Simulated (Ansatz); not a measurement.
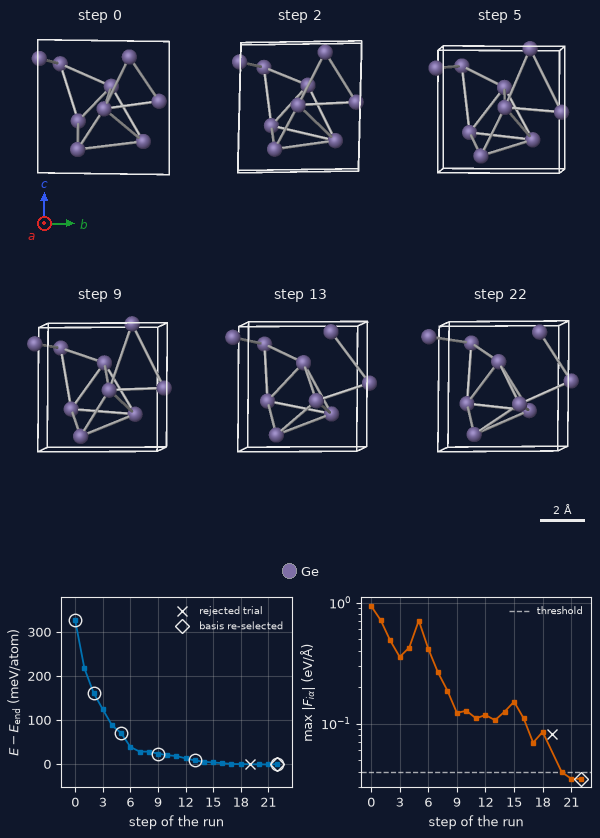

Frames of a relaxation of an amorphous cell of composition Ge (coarse preliminary run), marked on the history of the run. A ball-and-stick model of the cell of the calculation, seen along the a axis.

Case: atoms packed at random at 1.00 times the crystal's volume.

Method: DFT PBE, scalar-relativistic, plane waves, PAW in Ansatz. (plane-wave cutoff 420 eV; k-point mesh 2 × 2 × 2; occupations gaussian; smearing width 0.1 eV; mesh shifted by (0.5, 0.5, 0.5); no spin polarisation; cell and atoms relaxed; force threshold 0.04 eV/Å; at most 70 steps)

Question: What happens along the run?

Answer: Over 20 accepted moves (22 points after the start) the energy falls by 326 meV per atom. The largest force component goes from 0.94 to 0.035 eV/Å. Pressure: −2.44 GPa at the start and −0.04 GPa at the end. The line search rejected the trial step at point 19 of the run. At 1 point the geometry stayed and the basis and grid were re-selected for the new cell (energy shift of 0.8 meV per atom at most each time). A Ge atom moves most relative to the cell: 1.04 Å roughly along [0 1 −1]. The volume changes by −20.4 %, with a 5.897 → 5.584 Å (−5.3 %), b 6.055 → 5.604 Å (−7.4 %), c 6.096 → 5.728 Å (−6.0 %), α 91.4° → 89.5°, β 94.3° → 89.9°, γ 82.5° → 72.8°. Near-neighbour distances that change, for instance: Ge–Ge 4.975 → 3.136 Å, Ge–Ge 4.537 → 2.955 Å, Ge–Ge 4.303 → 2.754 Å, Ge–Ge 4.635 → 3.147 Å. Bond angles that change, for instance: Ge–Ge–Ge 158.9° → 101.6°, Ge–Ge–Ge 165.9° → 129.2°, Ge–Ge–Ge 131.2° → 164.7°. From step 0 to 2: a Ge atom moves most (0.33 Å), volume −13.6 %, energy −165 meV per atom. From step 2 to 5: a Ge atom moves most (0.49 Å), volume −7.4 %, energy −91.3 meV per atom. From step 5 to 9: a Ge atom moves most (0.28 Å), volume −1.3 %, energy −46.5 meV per atom. From step 9 to 13: a Ge atom moves most (0.61 Å), energy −15.6 meV per atom. From step 13 to 22: a Ge atom moves most (0.37 Å), volume +0.8 %, energy −8.3 meV per atom.

Limits of the set-up: the k-point mesh is coarse for a cell with partly filled bands; the periodic images lie only 5.9 Å apart, so the values are limited by the cell's size.
